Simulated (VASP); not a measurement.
# Black phosphorene and its bilayer, part 5 of 8

What are the lattice, gap and band positions of black phosphorene, and what does a second sheet change?

VASP 6.6.1; PBE with D3(BJ); plane waves and PAW (P).

So far. Step 10 (A rigid stacking, stacking same orientation, shift 0.50 …): Energy at zero smearing: -44.99314 eV. Step 11 (Relaxing the bilayer): The run ended after 15 ionic steps, 0.008 eV below its first step, once the forces on the free atoms met EDIFFG = -0.015.

**12. Levels and bands of the bilayer**

The same static run as for one sheet shows what the neighbour does to the levels.

File INCAR:

```
SYSTEM = P
PREC = Normal
ENCUT = 350
EDIFF = 1E-06
NELM = 120
ISMEAR = 0
SIGMA = 0.03
LREAL = .FALSE.
ALGO = Fast
GGA = PE
IVDW = 12
NBANDS = 28
LORBIT = 11
LWAVE = .FALSE.
LCHARG = .FALSE.
KPAR = 4
IDIPOL = 3
LDIPOL = .TRUE.
DIPOL = 0.5 0.5 0.5
LVHAR = .TRUE.
LVACPOTAV = .TRUE.
NEDOS = 1500
```

File POSCAR:

```
P
1.0
    4.4348820646      0.0000000000      0.0000000000
    0.0000000000      3.2914999311      0.0000000000
    0.0000000000      0.0000000000     24.3342626128
P
8
Direct
    0.0825871451      0.0000000000      0.3514955699
    0.4174128549      0.5000000000      0.3514955699
    0.5819237298      0.5000000000      0.4388170077
    0.9180762702      0.0000000000      0.4388170077
    0.0819237298      0.5000000000      0.5611829923
    0.4180762702      0.0000000000      0.5611829923
    0.5825871451      0.0000000000      0.6485044301
    0.9174128549      0.5000000000      0.6485044301
```

File KPOINTS:

```
Automatic mesh
0
Gamma
7 9 1
0 0 0
```

File KPOINTS_OPT:

```
Line mode
14
Line-mode
Reciprocal
  0.00000000   0.00000000   0.00000000 GAMMA
 -0.50000000   0.00000000   0.00000000 X

 -0.50000000   0.00000000   0.00000000 X
 -0.50000000  -0.50000000   0.00000000 S

 -0.50000000  -0.50000000   0.00000000 S
  0.00000000  -0.50000000   0.00000000 Y

  0.00000000  -0.50000000   0.00000000 Y
  0.00000000   0.00000000   0.00000000 GAMMA

  0.00000000   0.00000000   0.00000000 GAMMA
 -0.50000000  -0.50000000   0.00000000 S
```

PAW data sets: P (PBE family, release 64).

Launch:

```console
$ mpirun -np 4 vasp_std
```

The log of the run:

```text
[... set-up lines as in an earlier step ...]
 entering main loop
       N       E                     dE             d eps       ncg     rms          rms(c)
DAV:   1     0.219101866620E+03    0.21910E+03   -0.11846E+04  1120   0.804E+02
DAV:   2    -0.196835622788E+02   -0.23879E+03   -0.23180E+03  1592   0.184E+02
DAV:   3    -0.425442979373E+02   -0.22861E+02   -0.22634E+02  1340   0.619E+01
DAV:   4    -0.432291402841E+02   -0.68484E+00   -0.68210E+00  1704   0.125E+01
DAV:   5    -0.432445685918E+02   -0.15428E-01   -0.15416E-01  1616   0.170E+00    0.147E+01
RMM:   6    -0.429767604930E+02    0.26781E+00   -0.15171E-01  1176   0.155E+00    0.878E+00
RMM:   7    -0.428566252125E+02    0.12014E+00   -0.36542E-01  1248   0.242E+00    0.372E-01
RMM:   8    -0.428559503115E+02    0.67490E-03   -0.36441E-02  1343   0.992E-01    0.128E-01
RMM:   9    -0.428567606456E+02   -0.81033E-03   -0.88160E-03  1554   0.430E-01    0.160E-01
RMM:  10    -0.428568919662E+02   -0.13132E-03   -0.11295E-03  1644   0.148E-01    0.145E-01
RMM:  11    -0.428571443001E+02   -0.25233E-03   -0.29366E-04  1377   0.723E-02    0.628E-02
RMM:  12    -0.428572295059E+02   -0.85206E-04   -0.21183E-04  1404   0.532E-02    0.104E-01
RMM:  13    -0.428572376484E+02   -0.81425E-05   -0.11441E-04  1426   0.377E-02    0.212E-02
RMM:  14    -0.428573142546E+02   -0.76606E-04   -0.40147E-05  1519   0.215E-02    0.761E-03
RMM:  15    -0.428574659844E+02   -0.15173E-03   -0.21826E-05  1338   0.161E-02    0.568E-03
RMM:  16    -0.428575253192E+02   -0.59335E-04   -0.31946E-05  1375   0.133E-02    0.212E-02
RMM:  17    -0.428575485617E+02   -0.23243E-04   -0.79569E-06  1195   0.916E-03    0.297E-03
RMM:  18    -0.428575624525E+02   -0.13891E-04   -0.57695E-06  1173   0.625E-03    0.565E-03
RMM:  19    -0.428575755162E+02   -0.13064E-04   -0.12199E-06   982   0.358E-03    0.283E-03
RMM:  20    -0.428575904145E+02   -0.14898E-04   -0.54972E-07   765   0.220E-03    0.789E-03
RMM:  21    -0.428575972660E+02   -0.68515E-05   -0.98875E-07   903   0.281E-03    0.422E-03
RMM:  22    -0.428576024424E+02   -0.51764E-05   -0.28034E-07   608   0.166E-03    0.383E-03
RMM:  23    -0.428576057773E+02   -0.33349E-05   -0.32866E-07   679   0.164E-03    0.203E-04
RMM:  24    -0.428576061418E+02   -0.36452E-06   -0.46397E-08   333   0.106E-03
 [... a notice as in an earlier step ...]

   1 F= -.45328810E+02 E0= -.45328810E+02  d E =-.432111E-12
 Start KPOINTS_OPT (optional k-point list driver)
k-point batch [1-20\70]
       N       E                     dE             ncg
DAV:   1    -0.137776013555E+03   -0.82991E+04     1120
DAV:   2    -0.445401920410E+04   -0.43162E+04     1716
DAV:   3    -0.491655321160E+04   -0.46253E+03     1384
DAV:   4    -0.493091776505E+04   -0.14365E+02     1752
DAV:   5    -0.493125646160E+04   -0.33870E+00     1704
DAV:   6    -0.493126357163E+04   -0.71100E-02     1740
DAV:   7    -0.493126379737E+04   -0.22574E-03     1672
DAV:   8    -0.493126380327E+04   -0.59037E-05     1504
DAV:   9    -0.493126380359E+04   -0.31780E-06     1112
[...]
k-point batch [61-70\70]
       N       E                     dE             ncg
DAV:   1     0.730065911342E+03   -0.87668E+04      560
DAV:   2    -0.162562061371E+04   -0.23557E+04      768
DAV:   3    -0.184753601307E+04   -0.22192E+03      660
DAV:   4    -0.185357226644E+04   -0.60363E+01      816
DAV:   5    -0.185370779468E+04   -0.13553E+00      768
DAV:   6    -0.185371427653E+04   -0.64819E-02      832
DAV:   7    -0.185371457372E+04   -0.29719E-03      784
DAV:   8    -0.185371458719E+04   -0.13476E-04      728
DAV:   9    -0.185371458789E+04   -0.69605E-06      568
```

The job ended after 28 s (4 MPI ranks of Intel Xeon 6975P-C (Granite Rapids), shared host; peak memory 1.2 GiB).

OUTCAR, selected parts (step 12):

```text
   NELECT =      40.0000    total number of electrons

 E-fermi :   0.3716

 k-point     1 :       0.0000    0.0000    0.0000
  band No.  band energies     occupation
    ...
     16      -2.1024      2.00000
     17      -1.9150      2.00000
     18      -1.8586      2.00000
     19      -0.7604      2.00000
     20       0.2359      2.00000
     21       0.5290      0.00000
     22       1.0211      0.00000
     23       1.1707      0.00000
     24       1.4473      0.00000
     25       2.4034      0.00000
    ...

 Edisp (eV)   -2.47120

  Total      -1.05077    -0.39258    -0.04355    -0.00000     0.00000     0.00000
  in kB      -4.73941    -1.77070    -0.19642    -0.00000     0.00000     0.00000
  external pressure =       -2.24 kB  Pullay stress =        0.00 kB

 POSITION                                       TOTAL-FORCE (eV/Angst)
 -----------------------------------------------------------------------------------
      0.36626      0.00000      8.55339        -0.001274      0.000000     -0.002687
      1.85118      1.64575      8.55339         0.001274     -0.000000     -0.002687
      2.58076      1.64575     10.67829        -0.002494      0.000000      0.001871
      4.07156      0.00000     10.67829         0.002494      0.000000      0.001871
      0.36332      1.64575     13.65597        -0.002494      0.000000     -0.001871
      1.85412      0.00000     13.65597         0.002494      0.000000     -0.001871
      2.58371      0.00000     15.78088        -0.001274     -0.000000      0.002687
      4.06862      1.64575     15.78088         0.001274      0.000000      0.002687
 -----------------------------------------------------------------------------------
    total drift:                                0.000000     -0.000000      0.000000

  FREE ENERGIE OF THE ION-ELECTRON SYSTEM (eV)
  ---------------------------------------------------
  free  energy   TOTEN  =       -45.3288102859 eV

  energy  without entropy=      -45.3288102859  energy(sigma->0) =      -45.32881029

 vacuum level on the upper side and lower side of the slab         4.728         4.728

[... 10 parts as in an earlier step ...]

[... 8 further parts left out ...]
```

This step gave:

```
electronic cycles                                 : 24
Fermi energy                                      : 0.3716 eV
least gap on mesh and path                        : 0.2659 eV
least direct gap on mesh and path                 : 0.2931 eV
vacuum levels                                     : 4.728, 4.728 eV
ionisation potentials of the upper and lower face : 4.492, 4.492 eV
electron affinities of the upper and lower face   : 4.226, 4.226 eV
```

Electronic bands along the path, in eV, zero at the valence-band top; v1 is the highest filled band, c1 the lowest empty one:

| point | v4 | v3 | v2 | v1 | c1 | c2 | c3 | c4 |
| --- | --- | --- | --- | --- | --- | --- | --- | --- |
| Γ | -2.15 | -2.09 | -1.00 | 0.00 | 0.29 | 0.79 | 0.93 | 1.21 |
| X | -1.59 | -1.59 | -1.32 | -1.32 | 1.59 | 1.59 | 1.64 | 1.64 |
| S | -1.89 | -1.89 | -1.89 | -1.89 | 1.99 | 1.99 | 1.99 | 1.99 |
| Y | -2.73 | -2.73 | -2.38 | -2.38 | 0.78 | 0.78 | 0.78 | 0.78 |
| Γ | -2.15 | -2.09 | -1.00 | 0.00 | 0.29 | 0.79 | 0.93 | 1.21 |
| S | -1.89 | -1.89 | -1.89 | -1.89 | 1.99 | 1.99 | 1.99 | 1.99 |

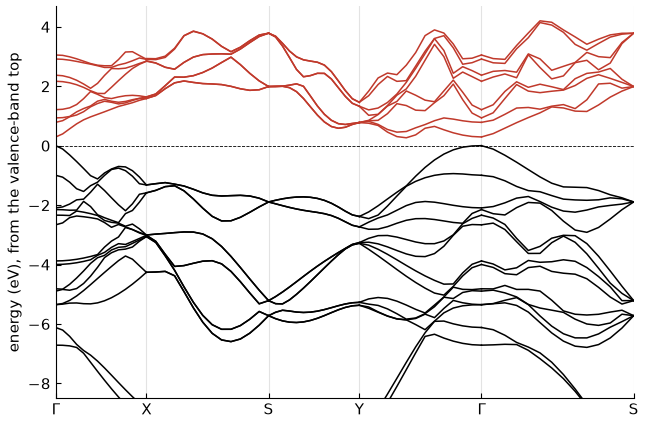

Electronic bands along the path; lines of filled and empty bands in two colours.

The planar average of the electrostatic potential oscillates, so the rows of the table below give means over windows of 2.5 Å about each position, cut where the curve ends. Its maxima inside the range that stand out by 2 % of the span (Å: eV): 9.7: -1.00, 12.2: 2.92, 14.7: -1.00. Its minima: 8.6: -18.7, 10.6: -18.8, 13.7: -18.8, 15.8: -18.7.

Zero at the Fermi level. Table of planar average of the electrostatic potential by height; means over each step:

| height (Å) | planar average of the electrostatic potential (eV) |
| --- | --- |
| 0.0 | 4.36 |
| 2.5 | 4.36 |
| 5.0 | 4.35 |
| 7.5 | -3.10 |
| 10.0 | -9.70 |
| 12.5 | -3.71 |
| 15.0 | -10.1 |
| 17.5 | 2.36 |
| 20.0 | 4.36 |
| 22.5 | 4.36 |

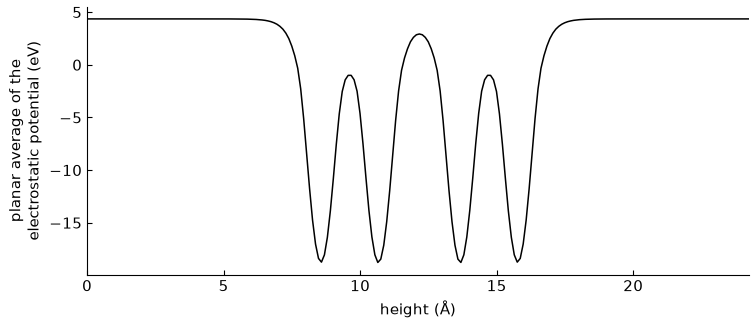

Planar average of the electrostatic potential against height.

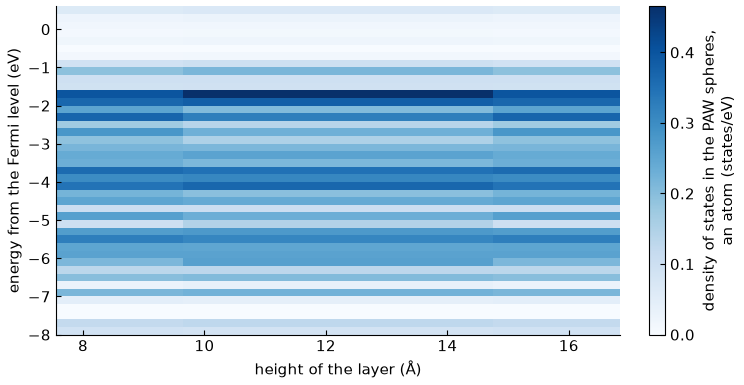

Density of states in the PAW spheres, an atom over height of the layer and energy from the Fermi level.

The map of layer states is cut here 0.5 eV above the Fermi level, so it leaves out the states above that.

The vacuum level lies 4.49 eV above the highest filled level at the upper face; both faces agree, as the slab has next to no dipole.

The program found no field-free point at its default tolerance, but its printed level agrees with the flat part of the planar average.

**13. Series over the interlayer distance, gap between the sheets 2.578**

The two sheets are moved rigidly, to map the binding curve.

Edit INCAR of step 12 so:

```diff
@@ -19,4 +19 @@
 DIPOL = 0.5 0.5 0.5
-LVHAR = .TRUE.
-LVACPOTAV = .TRUE.
-NEDOS = 1500
```

File POSCAR:

```
P
1.0
    4.4348820646      0.0000000000      0.0000000000
    0.0000000000      3.2914999311      0.0000000000
    0.0000000000      0.0000000000     24.3342626128
P
8
Direct
    0.0825871451      0.0000000000      0.3597144341
    0.4174128549      0.5000000000      0.3597144341
    0.5819237298      0.5000000000      0.4470358719
    0.9180762702      0.0000000000      0.4470358719
    0.0819237298      0.5000000000      0.5529641281
    0.4180762702      0.0000000000      0.5529641281
    0.5825871451      0.0000000000      0.6402855659
    0.9174128549      0.5000000000      0.6402855659
```

KPOINTS is that of step 12.

Launch:

```console
$ mpirun -np 4 vasp_std
```

The log of the run:

```text
[... set-up lines as in an earlier step ...]
 entering main loop
       N       E                     dE             d eps       ncg     rms          rms(c)
DAV:   1     0.223238862871E+03    0.22324E+03   -0.11858E+04  1120   0.804E+02
DAV:   2    -0.193285453224E+02   -0.24257E+03   -0.23532E+03  1600   0.185E+02
DAV:   3    -0.422744098021E+02   -0.22946E+02   -0.22746E+02  1328   0.622E+01
DAV:   4    -0.429784855817E+02   -0.70408E+00   -0.70072E+00  1724   0.126E+01
DAV:   5    -0.429935975949E+02   -0.15112E-01   -0.15073E-01  1648   0.166E+00    0.148E+01
RMM:   6    -0.427349523291E+02    0.25865E+00   -0.14306E-01  1179   0.151E+00    0.885E+00
RMM:   7    -0.426185916309E+02    0.11636E+00   -0.34543E-01  1246   0.235E+00    0.356E-01
RMM:   8    -0.426181623026E+02    0.42933E-03   -0.34111E-02  1358   0.969E-01    0.153E-01
RMM:   9    -0.426188794975E+02   -0.71719E-03   -0.85638E-03  1550   0.424E-01    0.143E-01
RMM:  10    -0.426191438142E+02   -0.26432E-03   -0.10726E-03  1508   0.156E-01    0.127E-01
RMM:  11    -0.426191953707E+02   -0.51556E-04   -0.44937E-04  1557   0.810E-02    0.149E-02
RMM:  12    -0.426193356284E+02   -0.14026E-03   -0.10878E-04  1633   0.364E-02    0.755E-03
RMM:  13    -0.426194659285E+02   -0.13030E-03   -0.17343E-05  1333   0.162E-02    0.850E-03
RMM:  14    -0.426195783769E+02   -0.11245E-03   -0.13346E-05  1215   0.116E-02    0.585E-03
RMM:  15    -0.426196458748E+02   -0.67498E-04   -0.12408E-05  1209   0.853E-03    0.237E-03
RMM:  16    -0.426196508384E+02   -0.49636E-05   -0.40680E-06  1088   0.519E-03    0.172E-03
RMM:  17    -0.426196624866E+02   -0.11648E-04   -0.55440E-07   872   0.285E-03    0.943E-04
RMM:  18    -0.426196763778E+02   -0.13891E-04   -0.83421E-07   842   0.251E-03    0.155E-03
RMM:  19    -0.426196812793E+02   -0.49015E-05   -0.16159E-07   564   0.159E-03    0.460E-04
RMM:  20    -0.426196887144E+02   -0.74351E-05   -0.43476E-07   693   0.172E-03    0.161E-04
RMM:  21    -0.426196898295E+02   -0.11151E-05   -0.49851E-08   390   0.116E-03    0.182E-04
RMM:  22    -0.426196906380E+02   -0.80855E-06   -0.43796E-08   420   0.117E-03
   1 F= -.45212859E+02 E0= -.45212591E+02  d E =-.537323E-03
```

The job ended after 12 s (4 MPI ranks; peak memory 0.92 GiB; 42 s of CPU time).

OUTCAR, selected parts (step 13):

```text
   NELECT =      40.0000    total number of electrons

 dipolmoment           0.000000      0.000000     -0.000000 electrons x Angstroem

 E-fermi :   0.3117

 k-point     1 :       0.0000    0.0000    0.0000
  band No.  band energies     occupation
    ...
     15      -2.4683      2.00000
     16      -2.2564      2.00000
     17      -1.8755      2.00000
     18      -1.8717      2.00000
     19      -1.0730      2.00000
     20       0.4538      0.00000
     21       0.7424      0.00000
     22       0.9481      0.00000
     23       1.1888      0.00000
     24       1.4903      0.00000
    ...

 Edisp (eV)   -2.59317

  Total      -1.13683    -0.41032     2.28976    -0.00000     0.00000    -0.00000
  in kB      -5.12756    -1.85073    10.32775    -0.00000     0.00000    -0.00000
  external pressure =        1.12 kB  Pullay stress =        0.00 kB

 POSITION                                       TOTAL-FORCE (eV/Angst)
 -----------------------------------------------------------------------------------
      0.36626      0.00000      8.75339        -0.004384     -0.000000     -0.079551
      1.85118      1.64575      8.75339         0.004384     -0.000000     -0.079551
      2.58076      1.64575     10.87829        -0.055032     -0.000000     -0.250331
      4.07156      0.00000     10.87829         0.055032      0.000000     -0.250331
      0.36332      1.64575     13.45597        -0.055032      0.000000      0.250331
      1.85412      0.00000     13.45597         0.055032     -0.000000      0.250331
      2.58371      0.00000     15.58088        -0.004384     -0.000000      0.079551
      4.06862      1.64575     15.58088         0.004384     -0.000000      0.079551
 -----------------------------------------------------------------------------------
    total drift:                                0.000000      0.000000      0.000000

  FREE ENERGIE OF THE ION-ELECTRON SYSTEM (eV)
  ---------------------------------------------------
  free  energy   TOTEN  =       -45.2128591942 eV

  energy  without entropy=      -45.2123218708  energy(sigma->0) =      -45.21259053

 vacuum level on the upper side and lower side of the slab         4.686         4.686

[... 8 parts as in an earlier step ...]

[... 9 further parts left out ...]
```

This step gave:

```
electronic cycles       : 22
free energy (TOTEN)     : -45.21 eV
energy at zero smearing : -45.21 eV
Fermi energy            : 0.3117 eV
metallic                : yes
```

Force by atom:

| atom | x (eV/Å) | y (eV/Å) | z (eV/Å) | size |
| --- | --- | --- | --- | --- |
| P1 | -0.004 | 0.000 | -0.080 | 0.080 |
| P2 | 0.004 | 0.000 | -0.080 | 0.080 |
| P3 | -0.055 | 0.000 | -0.250 | 0.256 |
| P4 | 0.055 | 0.000 | -0.250 | 0.256 |
| P5 | -0.055 | 0.000 | 0.250 | 0.256 |
| P6 | 0.055 | 0.000 | 0.250 | 0.256 |
| P7 | -0.004 | 0.000 | 0.080 | 0.080 |
| P8 | 0.004 | 0.000 | 0.080 | 0.080 |

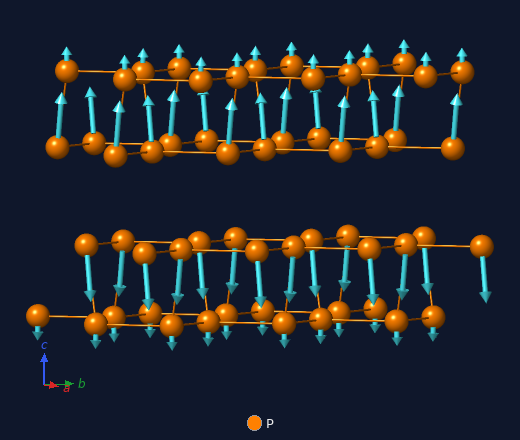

Force as arrows, the longest 0.256 eV/Å. 2×3×1 cells are drawn. Some periodic images of atoms are drawn too.

Energy at zero smearing: -45.21259 eV.

**14. Series over the interlayer distance, gap between the sheets 2.778**

INCAR is that of step 13.

File POSCAR:

```
P
1.0
    4.4348820646      0.0000000000      0.0000000000
    0.0000000000      3.2914999311      0.0000000000
    0.0000000000      0.0000000000     24.3342626128
P
8
Direct
    0.0825871451      0.0000000000      0.3556050020
    0.4174128549      0.5000000000      0.3556050020
    0.5819237298      0.5000000000      0.4429264398
    0.9180762702      0.0000000000      0.4429264398
    0.0819237298      0.5000000000      0.5570735602
    0.4180762702      0.0000000000      0.5570735602
    0.5825871451      0.0000000000      0.6443949980
    0.9174128549      0.5000000000      0.6443949980
```

KPOINTS is that of step 13.

Launch:

```console
$ mpirun -np 4 vasp_std
```

The log of the run:

```text
[... set-up lines as in an earlier step ...]
 entering main loop
       N       E                     dE             d eps       ncg     rms          rms(c)
DAV:   1     0.221042184755E+03    0.22104E+03   -0.11851E+04  1120   0.804E+02
DAV:   2    -0.194191610938E+02   -0.24046E+03   -0.23340E+03  1580   0.185E+02
DAV:   3    -0.424294382038E+02   -0.23010E+02   -0.22794E+02  1332   0.622E+01
DAV:   4    -0.431394911977E+02   -0.71005E+00   -0.70682E+00  1724   0.127E+01
[...]
RMM:  20    -0.427717226506E+02   -0.68933E-05   -0.38006E-07   689   0.185E-03    0.391E-04
RMM:  21    -0.427717253743E+02   -0.27237E-05   -0.13444E-07   495   0.134E-03    0.396E-04
RMM:  22    -0.427717262709E+02   -0.89667E-06   -0.68538E-08   426   0.122E-03
   1 F= -.45302203E+02 E0= -.45301891E+02  d E =-.623026E-03
```

It took 13 s on 4 MPI ranks; peak memory 0.93 GiB.

From OUTCAR (step 14):

```text
 Edisp (eV)   -2.53048

  Total      -1.11964    -0.32842     0.98569    -0.00000     0.00000    -0.00000
  in kB      -5.05006    -1.48130     4.44587    -0.00000     0.00000    -0.00000
  external pressure =       -0.70 kB  Pullay stress =        0.00 kB

 POSITION                                       TOTAL-FORCE (eV/Angst)
 -----------------------------------------------------------------------------------
      0.36626      0.00000      8.65339        -0.004402     -0.000000     -0.034216
      1.85118      1.64575      8.65339         0.004402      0.000000     -0.034216
      2.58076      1.64575     10.77829        -0.023131     -0.000000     -0.104538
      4.07156      0.00000     10.77829         0.023131      0.000000     -0.104538
      0.36332      1.64575     13.55597        -0.023131      0.000000      0.104538
      1.85412      0.00000     13.55597         0.023131      0.000000      0.104538
      2.58371      0.00000     15.68088        -0.004402     -0.000000      0.034216
      4.06862      1.64575     15.68088         0.004402      0.000000      0.034216
 -----------------------------------------------------------------------------------
    total drift:                                0.000000      0.000000      0.000000

  FREE ENERGIE OF THE ION-ELECTRON SYSTEM (eV)
  ---------------------------------------------------
  free  energy   TOTEN  =       -45.3022025363 eV

  energy  without entropy=      -45.3015795098  energy(sigma->0) =      -45.30189102

[... 2 parts as in an earlier step ...]

[... 1 further part left out ...]
[key lines of the parts left out:]
E-fermi :   0.3580
```

Energy at zero smearing: -45.30189 eV.

**15. Series over the interlayer distance, gap between the sheets 2.978**

INCAR is that of step 14.

File POSCAR:

```
P
1.0
    4.4348820646      0.0000000000      0.0000000000
    0.0000000000      3.2914999311      0.0000000000
    0.0000000000      0.0000000000     24.3342626128
P
8
Direct
    0.0825871451      0.0000000000      0.3514955699
    0.4174128549      0.5000000000      0.3514955699
    0.5819237298      0.5000000000      0.4388170077
    0.9180762702      0.0000000000      0.4388170077
    0.0819237298      0.5000000000      0.5611829923
    0.4180762702      0.0000000000      0.5611829923
    0.5825871451      0.0000000000      0.6485044301
    0.9174128549      0.5000000000      0.6485044301
```

KPOINTS is that of step 14.

Launch:

```console
$ mpirun -np 4 vasp_std
```

The log of the run:

```text
[... set-up lines as in an earlier step ...]
 entering main loop
       N       E                     dE             d eps       ncg     rms          rms(c)
DAV:   1     0.219101866621E+03    0.21910E+03   -0.11846E+04  1120   0.804E+02
[... 17 cycles as in an earlier step ...]
RMM:  19    -0.428575755161E+02   -0.13064E-04   -0.12198E-06   982   0.358E-03    0.283E-03
[... 1 cycle as in an earlier step ...]
RMM:  21    -0.428575972659E+02   -0.68515E-05   -0.98873E-07   903   0.281E-03    0.422E-03
RMM:  22    -0.428576024424E+02   -0.51765E-05   -0.28034E-07   608   0.166E-03    0.383E-03
RMM:  23    -0.428576057773E+02   -0.33349E-05   -0.32865E-07   679   0.164E-03    0.203E-04
RMM:  24    -0.428576061418E+02   -0.36450E-06   -0.46394E-08   333   0.106E-03
   1 F= -.45328810E+02 E0= -.45328810E+02  d E =-.150180E-11
```

Elapsed: 13 s, on 4 MPI ranks; peak memory 0.93 GiB.

OUTCAR, selected parts (step 15):

```text
 Edisp (eV)   -2.47120

  Total      -1.05077    -0.39258    -0.04355     0.00000     0.00000     0.00000
  in kB      -4.73941    -1.77070    -0.19642     0.00000     0.00000     0.00000
  external pressure =       -2.24 kB  Pullay stress =        0.00 kB

[... 5 parts as in an earlier step ...]

[... 1 further part left out ...]
[key lines of the parts left out:]
E-fermi :   0.3667
```

Energy at zero smearing: -45.32881 eV.

(Continued in part 6 of 8.)

[Lines on the potential files, build, host, timing and source positions are cut from VASP's logs without a mark.]

[Logs are printed without paths, hosts, clocks, repeated set-up lines and the standing remarks that a program may print on its own settings, such as how far it seeks lower states.]

[Hosts, paths, dates, database ids (printed as entryN), source tags and the programs' standing remarks are cut or masked in the printed files.]

[Runs that stopped without an error message from VASP are left out.]
